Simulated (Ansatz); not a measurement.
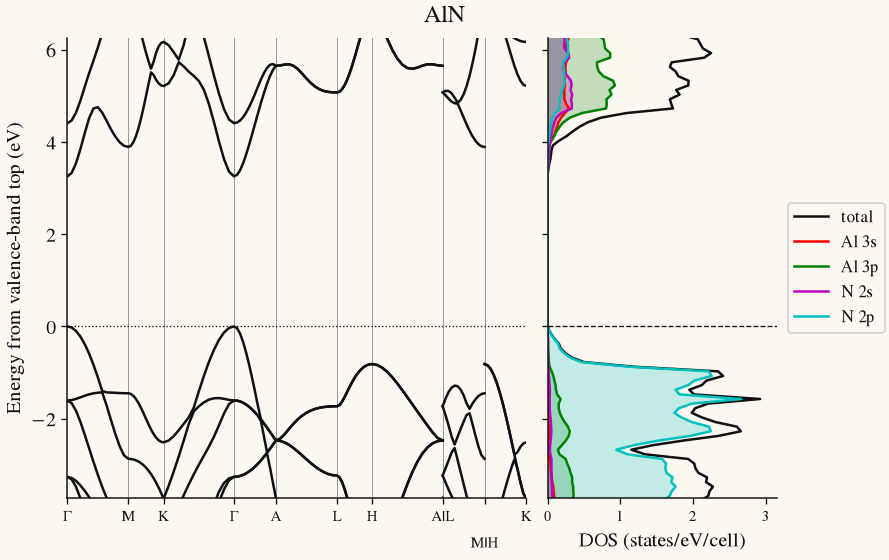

Band structure and density of states. Energies are counted from the top of the valence band. The partial curves are projected on Löwdin-orthogonalised atomic shells.

Question: What lattice type does the k path imply?

Answer: A hexagonal (primitive) lattice: the path Γ–M–K–Γ–A–L–H–A|L–M|H–K runs through the special points of its Brillouin zone.

The material is AlN, space group P6_3/mmc (No. 194), 4 atoms in the cell.

Level of theory: DFT PBE, scalar-relativistic, plane waves, PAW, no spin polarisation, 9×9×6 k mesh, 420 eV cutoff, Gaussian smearing of 0.02 eV; code Ansatz 0.2.0.

Question: What does the band structure say about the gap?

Answer: The bands leave a gap. The gap along this path is 3.25 eV and direct: both edges lie at Γ.

Question: What are the direct gaps at A, K and L?

Answer: The direct gaps are 8.12 eV at A, 7.72 eV at K and 6.80 eV at L.

Question: How many bands meet at the valence-band top?

Answer: The top valence level at Γ is a single band, not degenerate (spin aside).

Question: What is the character of the states on either side of the gap?

Answer: By projected weight, the top eV of the valence band is N 2p almost alone; the bottom eV of the conduction band is Al 3s (35 %), Al 3p (30 %) and N 2s (25 %).
